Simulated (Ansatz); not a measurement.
System: W (slab).

```
CELL_PARAMETERS angstrom
2.75704 0.00000 0.00000
-0.91901 2.59936 0.00000
0.00000 0.00000 26.25557
ATOMIC_POSITIONS crystal
W 0.50000 0.50000 0.28565
W 0.00000 0.00000 0.37139
W 0.50000 0.50000 0.45713
W 0.00000 0.00000 0.54287
W 0.50000 0.50000 0.62861
W 0.00000 0.00000 0.71435
```

Not relaxed (largest force 0.8 eV/Å).

Level of theory: Ansatz, DFT PBE, scalar-relativistic, plane waves, PAW.

What will maps of the valence pseudo-density and electron localisation function show?

W–W (2.76 Å): ρ is about 0.42 e/Å³ halfway; the ELF is about 0.40 at the midpoint.

Does the calculation give a band gap?

It is metallic or semimetallic at this level of theory: no gap opens.

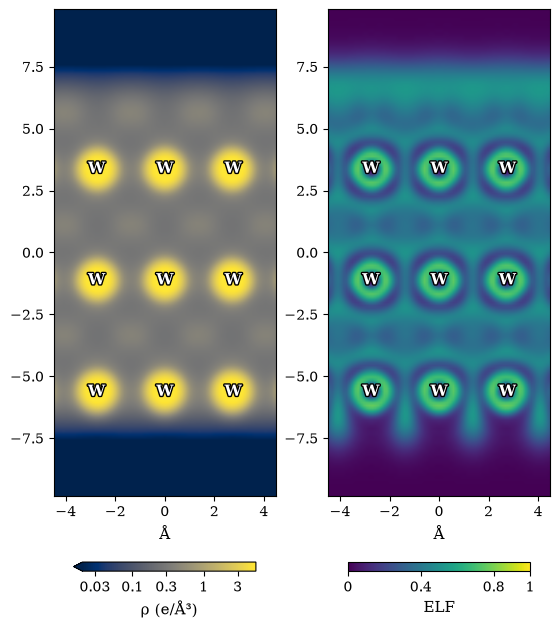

Computed valence pseudo-density and electron localisation function on the (010) plane of the calculation cell, a cut from vacuum to vacuum, in this order. 

The density is the valence pseudo-density of a PAW calculation; it isn't the true density close to the nuclei.
